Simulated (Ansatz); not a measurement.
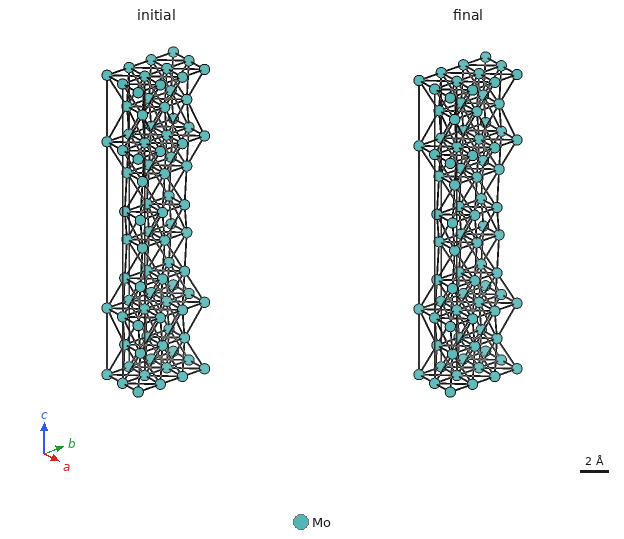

The structure of a crystal of Mo (built on the samarium (9R)_166 type) (coarse preliminary run) before (left) and after (right) a relaxation, at one scale.

Style: ball-and-stick. Shown: the conventional cell (3 times the calculation's cell), repeated 2 × 3 × 1 with one cell outlined, from a free direction. Lengths and directions refer to the drawn axes.

Case: samarium (9R) type (R-3m, No. 166).

These are results of DFT r2SCAN, scalar-relativistic, plane waves, PAW (Ansatz), not measurements. Settings: plane-wave cutoff 500 eV; k-point mesh 9 × 9 × 9; occupations gaussian; smearing width 0.1 eV; no spin polarisation; cell and atoms relaxed; force threshold 0.04 eV/Å; at most 70 steps.

Describe what moved and what it gained.

The largest moves relative to the cell, 0.009 Å, are those of Mo atoms. Cell: a = b 2.733 → 2.746 Å (+0.5 %), c 22.323 → 21.939 Å (−1.7 %). Volume −0.8 %. Some distances before and after: Mo–Mo 2.943 → 2.903 Å, Mo–Mo 2.934 → 2.917 Å, Mo–Mo 2.733 → 2.746 Å. The space group stays R-3m (No. 166). The energy falls by 5.3 meV per atom in 2 accepted moves (4 points after the start). Largest force component: 0.14 eV/Å at the start, 0.0046 eV/Å at the end. Pressure: −1.23 GPa at the start and 0.00 GPa at the end. The line search rejected the trial step at point 1 of the run. The SCF was repeated once at an unchanged geometry on a basis and grid sized afresh for the cell, which shifted the energy by 0.1 meV per atom at most. The run took about 60 core-seconds on a shared host.
